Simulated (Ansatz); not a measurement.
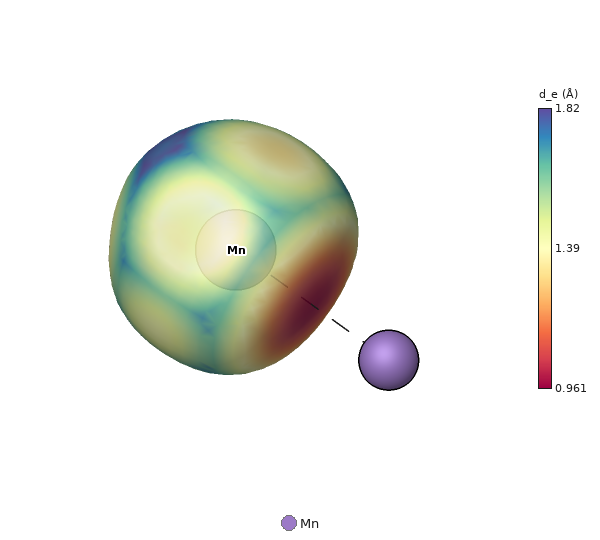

Hirshfeld surface computed for one Mn atom in Mn (Fmmm, No. 69), coloured by d_e. Dashed lines lead to the closest neighbours outside.

The surface is where the fragment's share of the procrystal density (the sum of the densities of spherically averaged neutral Hartree-Fock atoms) equals one half. d_i and d_e are the distances from the surface to the nearest nucleus inside and outside.

Origin of the cell: the end point of a relaxation with DFT r2SCAN, scalar-relativistic, plane waves, PAW (Ansatz 0.2.0); the starting structure was generated, so it need not be a known form of this composition.

```cif
data_structure
_symmetry_space_group_name_H-M 'P 1'
_symmetry_Int_Tables_number 1
_cell_length_a 2.6020
_cell_length_b 4.1756
_cell_length_c 8.1424
_cell_angle_alpha 90.000
_cell_angle_beta 90.000
_cell_angle_gamma 90.000
_cell_volume 88.47
loop_
_atom_site_label
_atom_site_type_symbol
_atom_site_fract_x
_atom_site_fract_y
_atom_site_fract_z
_atom_site_occupancy
Mn1 Mn 0.50000 0.00000 0.38379 1
Mn2 Mn 0.00000 0.00000 0.11621 1
Mn3 Mn 0.50000 0.50000 0.88379 1
Mn4 Mn 0.00000 0.50000 0.61621 1
Mn5 Mn 0.00000 0.00000 0.88379 1
Mn6 Mn 0.50000 0.00000 0.61621 1
Mn7 Mn 0.00000 0.50000 0.38379 1
Mn8 Mn 0.50000 0.50000 0.11621 1
```

Q: What is the shortest distance from the fragment to an atom outside it?

A: Mn–Mn, 1.89 Å.

Q: How is the surface shared among contacts (nearest atom inside ··· nearest atom outside)?

A: Mn···Mn 100 %. The surface faces 9 neighbours with more than 2 % of its area each: 9 Mn.

Q: Give the size and shape of the surface.

A: It encloses about 6.7 Å³, has an area of about 17 Å² and a globularity of 1.00 (1 for a sphere).
